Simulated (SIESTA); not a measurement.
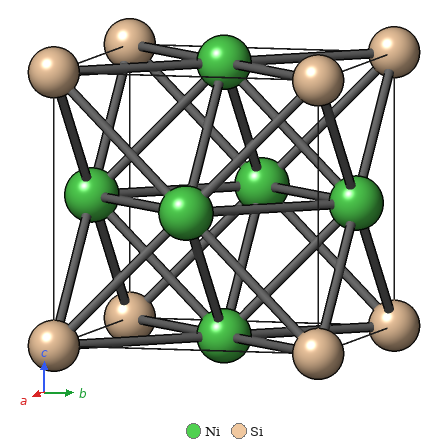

System: SiNi₃, space group Pm-3m (No. 221). The picture shows the conventional cell.

Starting cell:
```yaml
crystal:
  lattice:
    - [3.54200, 0.00000, 0.00000]
    - [0.00000, 3.54200, 0.00000]
    - [0.00000, 0.00000, 3.54200]
  atoms:
    - { symbol: Ni, position: [0.50000, 0.50000, 0.00000] }
    - { symbol: Ni, position: [0.50000, 0.00000, 0.50000] }
    - { symbol: Ni, position: [0.00000, 0.50000, 0.50000] }
    - { symbol: Si, position: [0.00000, 0.00000, 0.00000] }
```

Method: DFT in numerical atomic orbitals with pseudopotentials, collinear spins; energies at scaled volumes of the given cell, shape and fractions fixed, counted from the fit's minimum, third-order Birch-Murnaghan fit (SIESTA 5.4.2). Level: PBE, collinear spin.

```
         setting                                                                     value
          k mesh                                                                     8×8×8
     occupations                                                               Fermi–Dirac
  smearing width                                                                   0.05 eV
      potentials  PseudoDojo 0.4 standard, converted to PSML, two zetas on semicore shells
program settings                                             basis DZP, mesh cutoff 800 Ry
```

Describe the result: the energy and pressure against volume. The volume takes the values 10.44, 10.66, 10.89, 11.11, 11.33, 11.55, 11.78 Å³/atom.

A third-order Birch–Murnaghan fit gives V0 = 10.80 Å³/atom, B0 = 215 GPa and B′ = 5.2. The energy is 8.74 meV/atom at volume 10.44 Å³/atom and 49.40 meV/atom at 11.78 Å³/atom; the lowest computed point is at volume 10.89 Å³/atom (0.41 meV/atom). The pressure falls from 8.10 GPa at volume 10.44 Å³/atom to −15.49 GPa at 11.78 Å³/atom, and changes sign near 10.80 Å³/atom.

```json
{"volume (Å³/atom)": "10.44", "energy (meV/atom)": "8.74", "pressure (GPa)": "8.10"}
{"volume (Å³/atom)": "10.66", "energy (meV/atom)": "1.06", "pressure (GPa)": "3.00"}
{"volume (Å³/atom)": "10.89", "energy (meV/atom)": "0.41", "pressure (GPa)": "-1.97"}
{"volume (Å³/atom)": "11.11", "energy (meV/atom)": "5.71", "pressure (GPa)": "-5.60"}
{"volume (Å³/atom)": "11.33", "energy (meV/atom)": "15.79", "pressure (GPa)": "-8.91"}
{"volume (Å³/atom)": "11.55", "energy (meV/atom)": "30.25", "pressure (GPa)": "-12.09"}
{"volume (Å³/atom)": "11.78", "energy (meV/atom)": "49.40", "pressure (GPa)": "-15.49"}
```

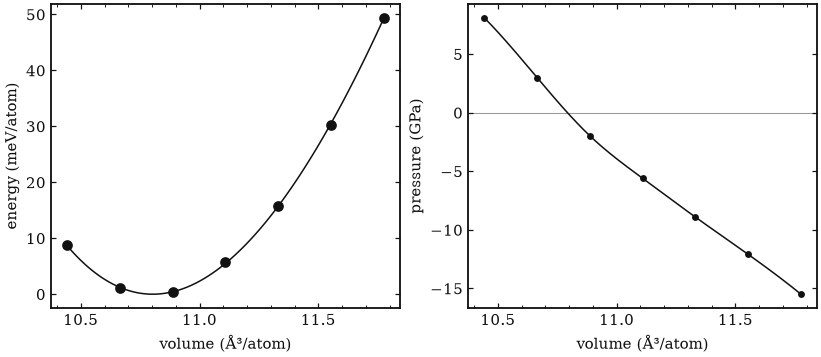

Keep in mind: mulliken charges of long orbitals; short basis over semicore shells.
